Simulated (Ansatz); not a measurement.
# Si31Pd (cell with a defect): what the fields show

Input file:

```
crystal:
  lattice:
    - [5.4338342752, 5.4338342752, 5.4338342752]
    - [-5.4338342752, 5.4338342752, -5.4338342752]
    - [-5.4338342752, -5.4338342752, 5.4338342752]
  atoms:
    - { symbol: Pd, position: [0.7507021979, -0.012759636, 0.0013603668] }
    - { symbol: Si, position: [0.75, 0.75, 0.25] }
    - { symbol: Si, position: [0.0, 0.75, 0.0] }
    - { symbol: Si, position: [0.75, 0.5, 0.5] }
    - { symbol: Si, position: [0.0, 0.5, 0.25] }
    - { symbol: Si, position: [0.25, 0.5, 0.0] }
    - { symbol: Si, position: [0.75, 0.25, 0.75] }
    - { symbol: Si, position: [0.0, 0.25, 0.5] }
    - { symbol: Si, position: [0.25, 0.25, 0.25] }
    - { symbol: Si, position: [0.5, 0.25, 0.0] }
    - { symbol: Si, position: [0.0, 0.0, 0.75] }
    - { symbol: Si, position: [0.25, 0.0, 0.5] }
    - { symbol: Si, position: [0.5, 0.0, 0.25] }
    - { symbol: Si, position: [0.25, 0.75, 0.75] }
    - { symbol: Si, position: [0.5, 0.75, 0.5] }
    - { symbol: Si, position: [0.5, 0.5, 0.75] }
    - { symbol: Si, position: [0.4975763723, -0.0063734648, -0.0012728379] }
    - { symbol: Si, position: [0.5, 0.75, 0.25] }
    - { symbol: Si, position: [0.7456849337, 0.7635477731, 0.0009165588] }
    - { symbol: Si, position: [0.5, 0.5, 0.5] }
    - { symbol: Si, position: [0.75, 0.5, 0.25] }
    - { symbol: Si, position: [0.0, 0.5, 0.0] }
    - { symbol: Si, position: [0.5, 0.25, 0.75] }
    - { symbol: Si, position: [0.75, 0.25, 0.5] }
    - { symbol: Si, position: [-0.0006921407, 0.2308442319, 0.2367532081] }
    - { symbol: Si, position: [0.25, 0.25, 0.0] }
    - { symbol: Si, position: [0.74488091, -0.000692079, 0.7455163762] }
    - { symbol: Si, position: [0.0, 0.0, 0.5] }
    - { symbol: Si, position: [0.25, 0.0, 0.25] }
    - { symbol: Si, position: [0.0, 0.75, 0.75] }
    - { symbol: Si, position: [0.25, 0.75, 0.5] }
    - { symbol: Si, position: [0.25, 0.5, 0.75] }
  host:
    lattice:
      - [0.0, 2.7169171376, 2.7169171376]
      - [2.7169171376, 0.0, 2.7169171376]
      - [2.7169171376, 2.7169171376, 0.0]
    atoms:
      - { symbol: Si, position: [0.75, 0.75, 0.75] }
      - { symbol: Si, position: [0.5, 0.5, 0.5] }
basis:
  ecutwfc: 420
  xc_grid: 2
kpoints:
  mp_grid: { grid: [3, 3, 3], shift: [0.0, 0.0, 0.0] }
hamiltonian:
  xc: pbesol
scf:
  occupations: { method: gaussian, width: 0.02 }
output:
  forces: true
  stress: false
  eigenvalues: true
  charged_corrections:
    defect_position: [0.75, 0.0, 0.0]
    epsilon: [[13.2922, 0.0, 0.0], [0.0, 13.2922, 0.0], [0.0, 0.0, 13.2922]]
  write_density: true
  write_potential: true
  elf: true
  volumetric_format: npy
relax:
  adjacent_minimum: "off"
  f_tol: 0.025
  max_steps: 45
```

Run with:

```sh
ansatz run input.yaml --threads 4 --pin off --max-ram 8192MiB --backend cpu --events-out ev --progress --plain --runs-dir out
```

The fields are those of the relaxed geometry.

Computed with DFT PBEsol, scalar-relativistic, plane waves, PAW (Ansatz 0.2.0).

The density is the valence pseudo-density of a PAW calculation; it isn't the true density close to the nuclei.

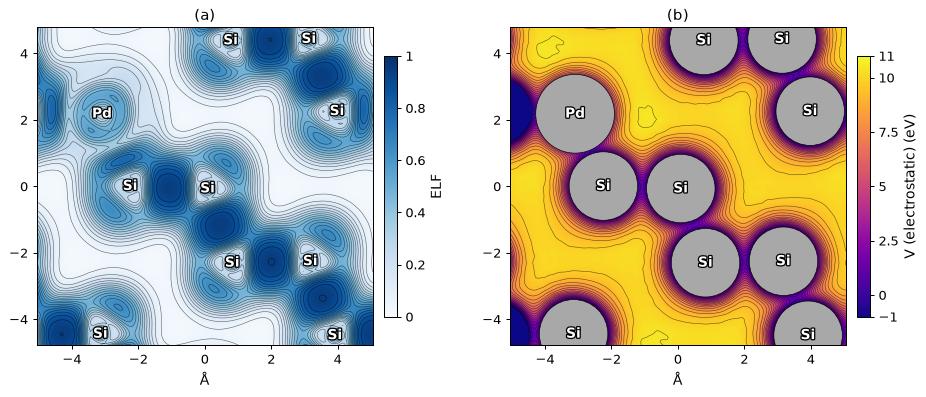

Figure 1. (a) ELF; (b) electrostatic potential energy of an electron on the (100) plane of the calculation cell. Grey discs cover the atomic cores in the potential map.

Read the bonding off the picture.

The section cuts through Pd and Si sites.
Si–Si (2.33 Å): the ELF peaks at about 0.95 between the atoms.
Si–Pd (2.34 Å): the ELF peaks at about 0.80 in the valence shell of Si, 0.8 Å from its nucleus, and is about 0.45 at the midpoint.
Si–Si (2.35 Å): the ELF peaks at about 0.95 between the atoms.
The features right at Pd lie inside the PAW spheres, where the map follows smoothed inner orbitals and isn't to be read closely.
Outside the cores the potential energy rises away from the atoms and is highest about 2.1 Å from the nearest atoms; its zero is arbitrary.

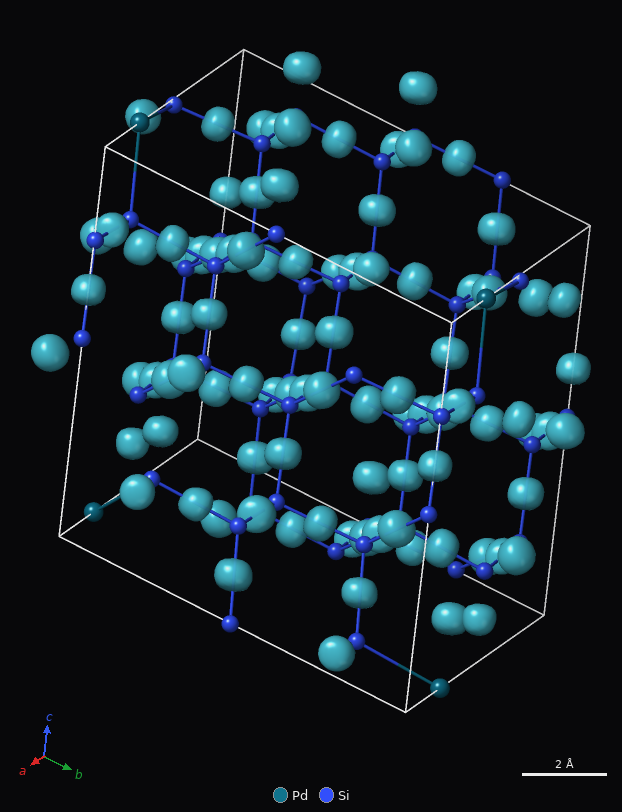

Figure 2. Isosurface of the ELF at 0.9 (cyan), seen slightly off an axis. Core shells and regions of very low density are left out. Sticks mark near contacts.

Identify the bonds, lone pairs and shells in this picture.

The surface consists of 60 regions between bonded Si–Si atoms, counted in one cell of 32 atoms. Regions shared between cells count once.

Metal or insulator at this level of theory?

It is gapless in this calculation (a metal or semimetal).
